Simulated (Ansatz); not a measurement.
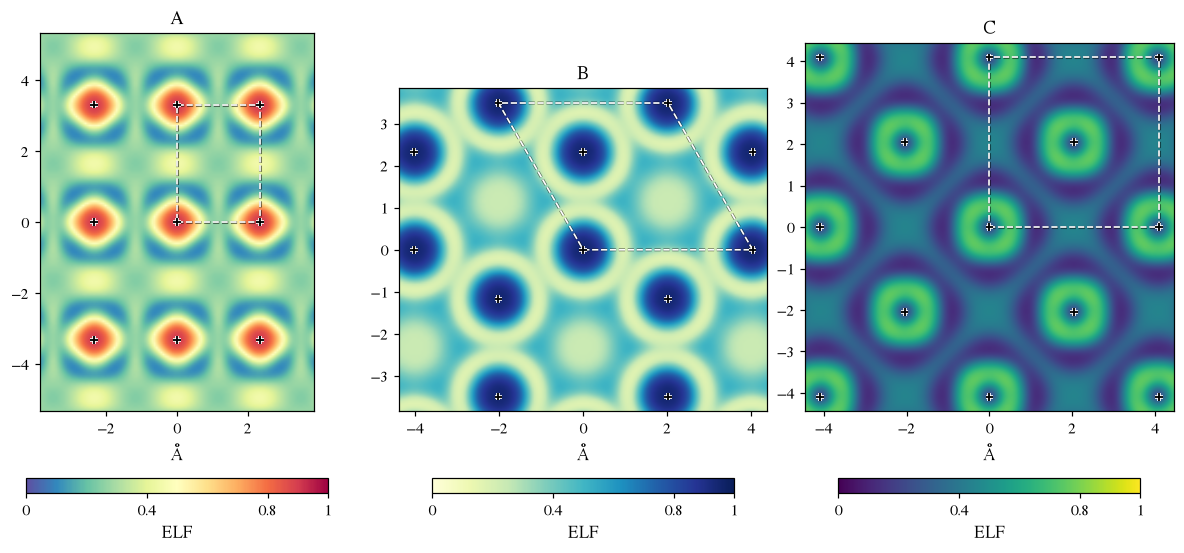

The electron localisation function of 3 systems, each on a plane through atoms (crosses mark nuclei in the plane).

Theory: DFT, r2SCAN, plane waves (500 eV) with PAW, scalar-relativistic in Ansatz 0.2.0.

System 1: Cr, the (001) plane of the conventional cell. Space group P6/mmm; set up as Cr, omega (AlB2-type); a generated structure, not necessarily the stable one; changed on purpose from its base cell (volume × 0.88); computed pressure about 42 GPa in this cell; computed without spin polarisation.

System 2: Mo, the (010) plane of the conventional cell. Space group Fm-3m; set up as Mo, fcc; a generated structure, not necessarily the stable one; changed on purpose from its base cell (volume × 1.08); computed pressure about −16 GPa in this cell; computed without spin polarisation.

```yaml
crystal:
  lattice:
    - [4.09198, 0.00000, 0.00000]
    - [0.00000, 4.09198, 0.00000]
    - [0.00000, 0.00000, 4.09198]
  atoms:
    - { symbol: Mo, position: [0.00000, 0.00000, 0.00000] }
    - { symbol: Mo, position: [0.50000, 0.50000, 0.00000] }
    - { symbol: Mo, position: [0.50000, 0.00000, 0.50000] }
    - { symbol: Mo, position: [0.00000, 0.50000, 0.50000] }
```

System 3: Mn, the (110) plane of the conventional cell. Space group Pm-3m; set up as Mn, simple cubic; a generated structure, not necessarily the stable one; changed on purpose from its base cell (volume × 1.12); computed pressure about −20 GPa in this cell; computed without spin polarisation.

```
Mn
1.0
     2.34658    0.00000    0.00000
     0.00000    2.34658    0.00000
     0.00000    0.00000    2.34658
Mn
1
Cartesian
  0.0000 0.0000 0.0000
```

Q: Which map belongs to which system?

A: Panel A is system 3, Mn: the plane holds Mn. Mn–Mn (2.35 Å): the ELF is about 0.25 at the midpoint (no shared electron pair shows on this line). Panel B is system 1, Cr: the plane holds Cr. Cr–Cr (2.33 Å): the ELF is about 0.25 at the midpoint; no localised pair shows between them. Panel C is system 2, Mo: the plane holds Mo. Mo–Mo (2.89 Å): the ELF is about 0.30 at the midpoint.
